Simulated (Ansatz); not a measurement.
# Fermi surface of TiPt3 in space group Pm-3m

```
Ti Pt
1.0
     3.89700    0.00000    0.00000
     0.00000    3.89700    0.00000
     0.00000    0.00000    3.89700
Ti Pt
1 3
Direct
  0.00000 0.00000 0.00000
  0.00000 0.50000 0.50000
  0.50000 0.00000 0.50000
  0.50000 0.50000 0.00000
```

All numbers here come from DFT PBE, scalar-relativistic, plane waves, PAW; levels and slopes on a dense k mesh at the converged density in Ansatz. No spin polarisation. Mesh 30×30×30, interpolated with the band slopes. Unrelaxed database geometry (residual pressure 10 GPa). Sheets, masses and frequencies are those of this strained cell.

## 1. The sheets

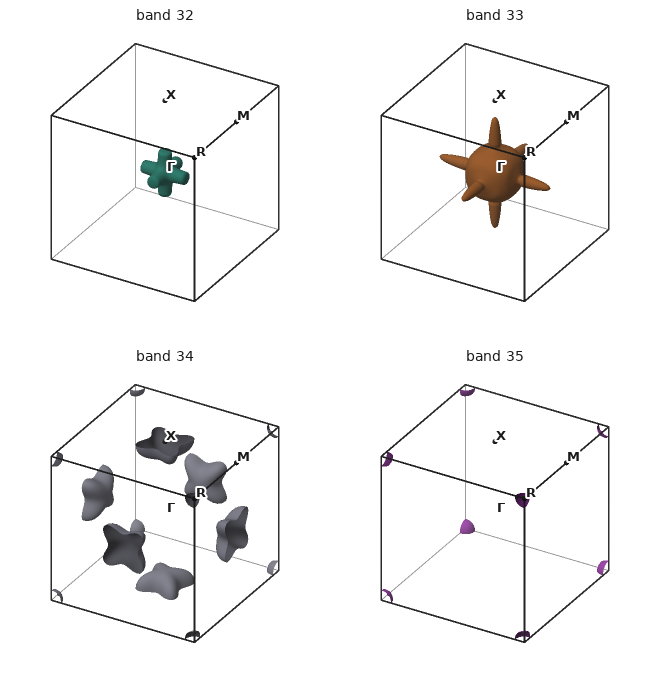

Fermi surface of this crystal. Each panel holds one band. The brighter face of a sheet looks towards empty states.

**Summarise the topology of this Fermi surface.**

Four bands cross the Fermi level; this is a three-dimensional metal. Two further bands (30 and 31) cross it only in tiny pockets, up to 47 meV deep, and are left out of the picture of the sheets.

Band 32: one hole pocket centred at Γ (0.51 % of the zone), only 50 meV deep.
Band 33: one hole pocket centred at Γ (2.8 % of the zone).
Band 34: three electron pockets centred at X (each 1.0 % of the zone) and one electron pocket centred at R (0.14 % of the zone).
Band 35: one electron pocket centred at R (0.14 % of the zone).
A pocket cut by a face of the zone is counted once with the part on the opposite face.
The shape of the surface of band 32 changes its kind within 0.05 eV of this level, so small parts may appear, vanish, join or separate.

**What does the calculation give for N(E_F) and the Drude plasma frequency?**

The density of states at the Fermi level is 1.1 states/eV per primitive cell. The intraband plasma frequency is 2.5 eV in all directions.

## 2. Weight on the atoms

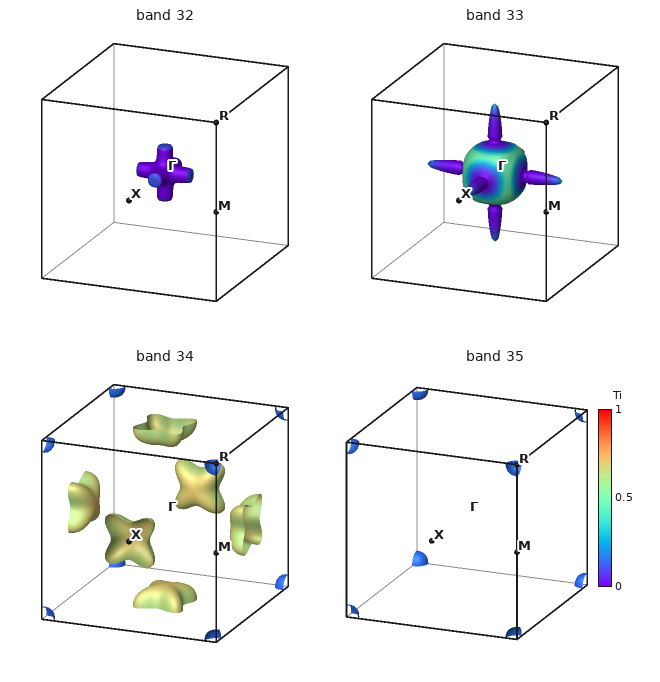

Fermi surface of this crystal, coloured by the weight of the states on Ti (Voronoi cells).

**How much Ti character do the sheets have, and what else?**

Band 32: almost wholly on Pt; Ti holds 3 %. Band 33: Pt (89 %) and Ti (11 %). Band 34: Ti (65 %) and Pt (35 %). Band 35: Pt (84 %) and Ti (16 %).

## 3. Cuts and bands

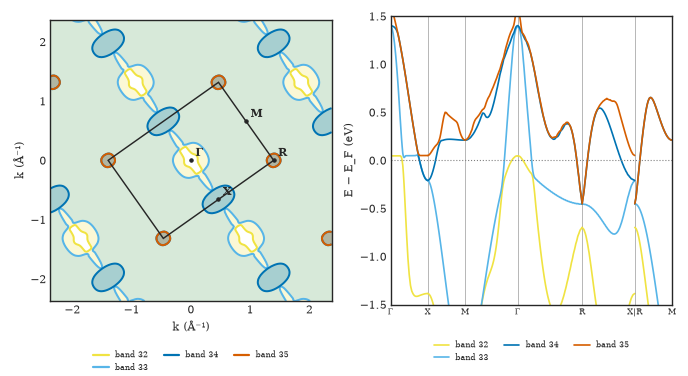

This crystal: cut through the Fermi surface in the plane through Γ, R and M, filled states shaded, and the bands that cross the Fermi level.

**For each band, read its level at the labelled points (eV from the Fermi level).**

```json
{"band": "band 32", "Γ": "+0.05", "R": "−0.70", "M": "below", "X": "−1.39"}
{"band": "band 33", "Γ": "+1.40", "R": "−0.45", "M": "below", "X": "−0.21"}
{"band": "band 34", "Γ": "+1.40", "R": "−0.45", "M": "+0.21", "X": "−0.21"}
{"band": "band 35", "Γ": "above", "R": "−0.45", "M": "+0.21", "X": "+0.05"}
```

Negative values are filled states; "above" and "below" lie outside the plotted window.

Spin-orbit coupling is left out; with Pt it can split, shift or remove sheets. A magnetic state wasn't tried and may lie lower. Necks and pockets thinner than about two mesh steps aren't resolved, so separate pockets may in truth be joined.

Time for the whole run: 2.5 min on 1 thread of Arm Neoverse N1, on a shared host, peak memory 0.98 GiB.
